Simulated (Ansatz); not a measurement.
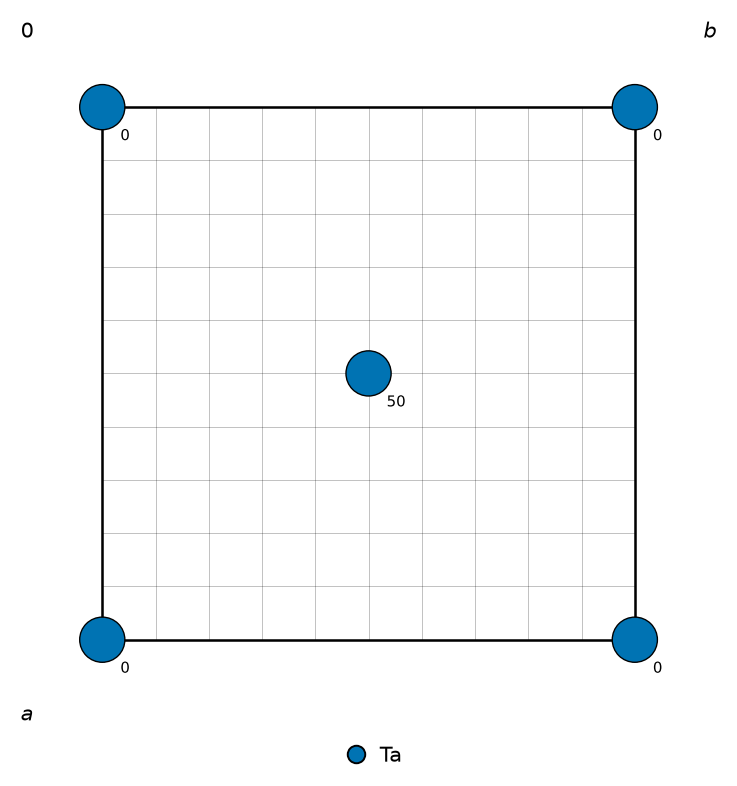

Plan of a unit cell projected along c (a down the page, b across); the numbers are heights in hundredths of c, and atoms on the cell's edges are repeated. The grid marks tenths of a and b. Source: coordinates from a relaxation with DFT PBE, scalar-relativistic, plane waves, PAW in Ansatz 0.2.0; the starting structure was generated, so it need not be a known form of this composition. Symmetry computed with spglib at a tolerance of 0.002 Å; standard conventional cell.

a = 3.319 Å, b = 3.319 Å, c = 3.319 Å, α = 90.00°, β = 90.00°, γ = 90.00°.

Q: What does the cell contain?

A: 2 Ta: Ta, Z = 2.

Q: Which space group?

A: Im-3m (No. 229), body-centred cubic.

Q: Give the independent sites, coordinates to two places.

A:
```tsv
atom	site	symmetry	x	y	z
Ta	2a	m-3m	0.00	0.00	0.00
```
